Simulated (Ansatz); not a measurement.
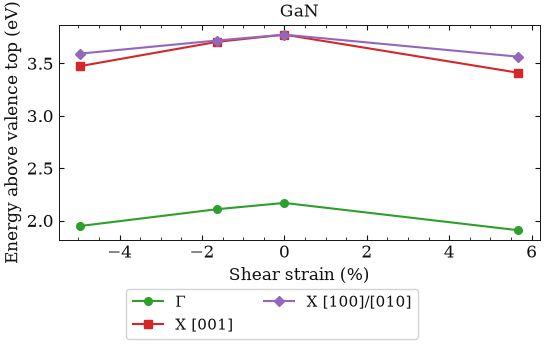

Lowest conduction level at each named k point, counted from the valence-band top at Γ.

System: zincblende GaN, space group F-43m (No. 216), 2 atoms in the primitive cell, relaxed with r2SCAN; unstrained, cubic a = 4.498 Å. The cell is sheared in the xy plane (engineering strain), and the atoms are relaxed again with r2SCAN. Points keep the names of the unstrained cell; those that the strain makes unlike carry their directions on the cubic axes x, y, z. Ansatz 0.2.0; r2SCAN, Ansatz PAW set, no spin polarisation, no spin-orbit coupling, 10×10×10 k mesh, 500 eV cutoff, fixed occupations.

Question: How does the strain split the X points of the conduction band?

Answer: Unstrained, the X points are equivalent. At +5.67 % the lowest conduction level is 3.41 eV at X [001] and 3.56 eV at X [100]/[010] above the valence top, a splitting of 0.15 eV, or 27 meV for each 1 % of strain on average.

Question: Which of these conduction levels is lowest, and does that change?

Answer: The lowest is the one at Γ, over the whole range, so among these points the gap stays direct.

The values:
```csv
strain,Γ (eV),X [001] (eV),X [100]/[010] (eV)
−4.95 %,1.95,3.47,3.59
−1.64 %,2.11,3.71,3.72
0 %,2.17,3.77,3.77
+5.67 %,1.91,3.41,3.56
```

The strain splits the threefold valence top at Γ, and levels count from its highest part. The PAW data sets were made with another functional. LDA, GGA and most meta-GGA functionals understate gaps. The usual form of GaN is wurtzite.
